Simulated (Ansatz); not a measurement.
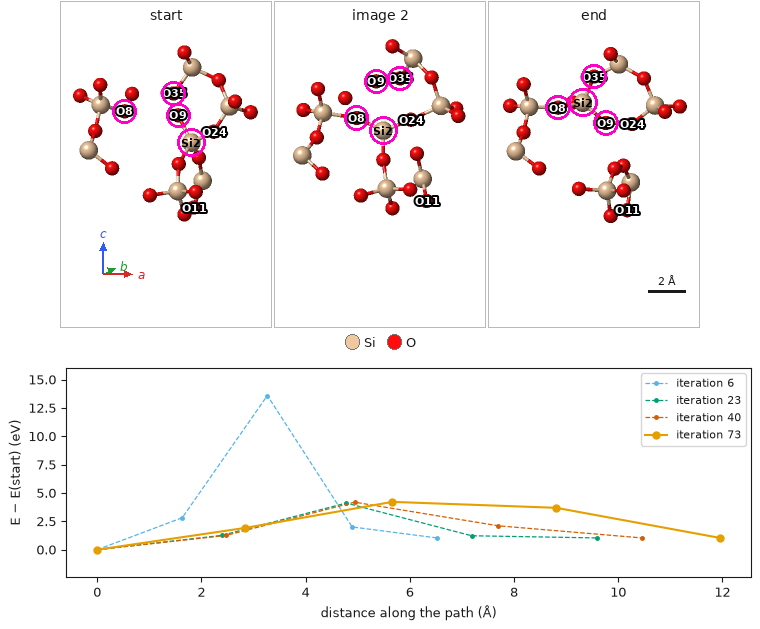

A nudged-elastic-band calculation for SiO2 with a Si vacancy (35 atoms in the cell). Images are numbered from 0 (start) to 4 (end). The plot follows the band through its iterations. Style: ball-and-stick. Shown: the atoms within 5.1 Å of the middle of the path, slightly off an axis. The atoms that move most are ringed. Bonds to atoms that aren't drawn are left out.

Level of theory: Ansatz 0.2.0, DFT PBE, scalar-relativistic, plane waves, PAW. Set-up: plane-wave cutoff 420 eV; k-point mesh 2 × 2 × 2; Fermi-Dirac smearing 0.05 eV; 3 movable images; climbing image; force threshold 0.05 eV/Å; iteration limit 80; starting path by straight interpolation.

Q: How did the profile develop, and is the result final?

A: The result isn't final. The run hit its time limit after 73 iterations, unconverged. The barrier read from it is provisional, though the highest image hardly moved in the last two iterations. The first iteration put the highest image at 555.40 eV. The energy climbs by 4.22 eV to image 2 and then falls by 3.18 eV, so the end point sits at +1.04 eV.

Cost: 76 min on 4 threads of Arm Neoverse V2, on a shared host, peak memory 3.4 GiB.

PAW datasets: the set soft_1.
